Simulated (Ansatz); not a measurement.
Input

```
crystal:
  lattice:
    - [11.4742503611, 0.0, 0.0]
    - [0.0, 3.841650977, 0.0]
    - [0.0, 0.0, 11.2061015322]
  atoms:
    - { symbol: Sb, position: [0.8524507075, 0.75, 0.4651344503] }
    - { symbol: Sb, position: [0.1475492925, 0.25, 0.5348655497] }
    - { symbol: Sb, position: [0.6475492925, 0.25, 0.9651344503] }
    - { symbol: Sb, position: [0.3524507075, 0.75, 0.0348655497] }
    - { symbol: Sb, position: [0.9711746733, 0.25, 0.1734027053] }
    - { symbol: Sb, position: [0.0288253267, 0.75, 0.8265972947] }
    - { symbol: Sb, position: [0.5288253267, 0.75, 0.6734027053] }
    - { symbol: Sb, position: [0.4711746733, 0.25, 0.3265972947] }
    - { symbol: S, position: [0.8759922947, 0.75, 0.0609187025] }
    - { symbol: S, position: [0.1240077053, 0.25, 0.9390812975] }
    - { symbol: S, position: [0.6240077053, 0.25, 0.5609187025] }
    - { symbol: S, position: [0.3759922947, 0.75, 0.4390812975] }
    - { symbol: S, position: [0.0495693771, 0.75, 0.3774422728] }
    - { symbol: S, position: [0.9504306229, 0.25, 0.6225577272] }
    - { symbol: S, position: [0.4504306229, 0.25, 0.8774422728] }
    - { symbol: S, position: [0.5495693771, 0.75, 0.1225577272] }
    - { symbol: S, position: [0.2952777587, 0.25, 0.1909133329] }
    - { symbol: S, position: [0.7047222413, 0.75, 0.8090866671] }
    - { symbol: S, position: [0.2047222413, 0.75, 0.6909133329] }
    - { symbol: S, position: [0.7952777587, 0.25, 0.3090866671] }
kpoints:
  mp_grid: { grid: [2, 6, 2] }
  band_path:
    path:
      - [0.0, 0.0, 0.0]
      - [0.5, 0.0, 0.0]
      - [0.5, 0.5, 0.0]
      - [0.0, 0.5, 0.0]
      - [0.0, 0.0, 0.5]
      - [0.5, 0.0, 0.5]
      - [0.5, 0.5, 0.5]
      - [0.0, 0.5, 0.5]
      - [0.0, 0.0, 0.4375]
      - [0.0, 0.0, 0.45]
    npoints: 1
hamiltonian:
  xc: pbe
scf:
  occupations: { method: fixed }
  n_extra_bands: 18
magnetization:
  noncollinear: true
  spin_orbit: true
output:
  forces: true
  stress: true
  eigenvalues: true
  write_density: true
  write_potential: true
  elf: true
  volumetric_format: npy
```

Below, planes, directions and counts refer to the conventional cell (a = 11.47 Å, b = 3.84 Å, c = 11.21 Å, α = 90.00°, β = 90.00°, γ = 90.00°).

Space group Pnma; a structure from a database of computed crystals, not necessarily the ambient phase; started from the database structure prototype, which need not be the ambient phase; computed pressure about 2 GPa in this cell.

All numbers below come from DFT, PBE with spin-orbit coupling, plane waves, PAW (Ansatz 0.2.0).

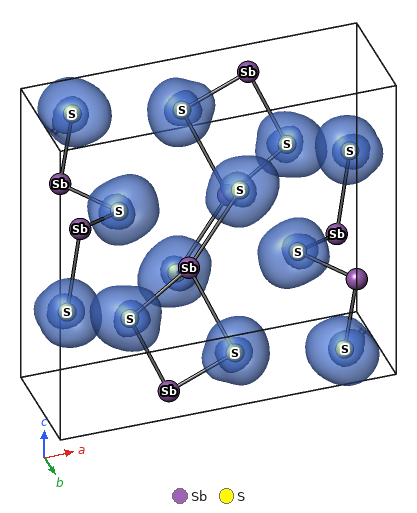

Sb$_{2}$S$_{3}$. Isosurface of the electron localisation function at 0.75 (blue), seen at an oblique angle. Core shells and regions of very low density are left out. Sticks mark near contacts.

In a PAW calculation such maps are meaningful between the atoms, not at the nuclei.

Q: Describe the localisation domains.

A: At this value the surface marks out twelve regions wrapped around S (the valence shell of each), counted in one cell of 20 atoms. Regions shared between cells count once. Along the contacts the grid gives the following. Sb–S (2.47 Å): the ELF peaks at about 0.85 in the valence shell of S, 0.9 Å from its nucleus, and is about 0.65 at the midpoint. Sb–S (2.53 Å): the ELF peaks at about 0.85 in the valence shell of S, 0.8 Å from its nucleus, and is about 0.60 at the midpoint.
